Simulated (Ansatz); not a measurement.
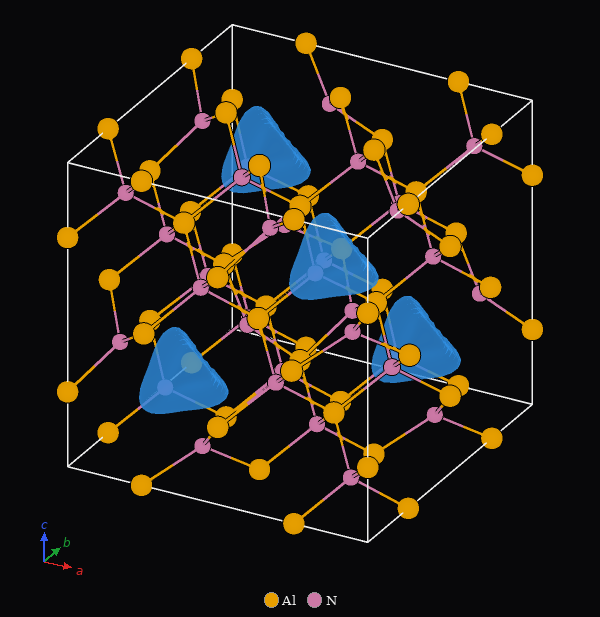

Crystal voids of Al$_{7}$N$_{8}$ in space group F-43m: the blue surface encloses the regions where the procrystal electron density, the sum of the densities of spherically averaged neutral Hartree-Fock atoms, is below 0.01 e/bohr³ (1×1×1 cells, view from a free direction). No self-consistent density enters. Pale faces close the region where the drawn box cuts it. The usual level for crystal voids is 0.002 e/bohr³; this crystal has almost no region below it, so a higher level is used, which marks the interstitial space of lowest density.

Origin of the cell: the geometry relaxed in a fixed cell with Ansatz, DFT PBE, scalar-relativistic, plane waves, PAW.

```cif
data_structure
_symmetry_space_group_name_H-M 'F-43m'
_symmetry_Int_Tables_number 216
_cell_length_a 8.8063
_cell_length_b 8.8063
_cell_length_c 8.8063
_cell_angle_alpha 90.000
_cell_angle_beta 90.000
_cell_angle_gamma 90.000
_cell_volume 682.95
loop_
_atom_site_label
_atom_site_type_symbol
_atom_site_symmetry_multiplicity
_atom_site_Wyckoff_symbol
_atom_site_fract_x
_atom_site_fract_y
_atom_site_fract_z
_atom_site_occupancy
Al1 Al 24 f 0.00000 0.00000 0.75376 1
Al2 Al 4 d 0.25000 0.25000 0.75000 1
N1 N 16 e 0.61291 0.11291 0.88709 1
N2 N 16 e 0.37497 0.37497 0.87497 1
```

What share of the cell is void by this measure?

Answer. The voids take about 2.2 % of the cell (15 Å³ of 682.9 Å³) and are bounded by about 62 Å² of surface per cell.

What shape does the empty space take in three dimensions?

Answer. They are isolated pockets that do not connect across cells.

How low does the density fall, and where?

Answer. To about 0.006 e/bohr³ near 0.25, 0.25, 0.25 (fractional), 2.1 Å from the nearest nucleus.

At what density do the voids first join through the crystal?

Answer. At about 0.019 e/bohr³, as a three-dimensional network.
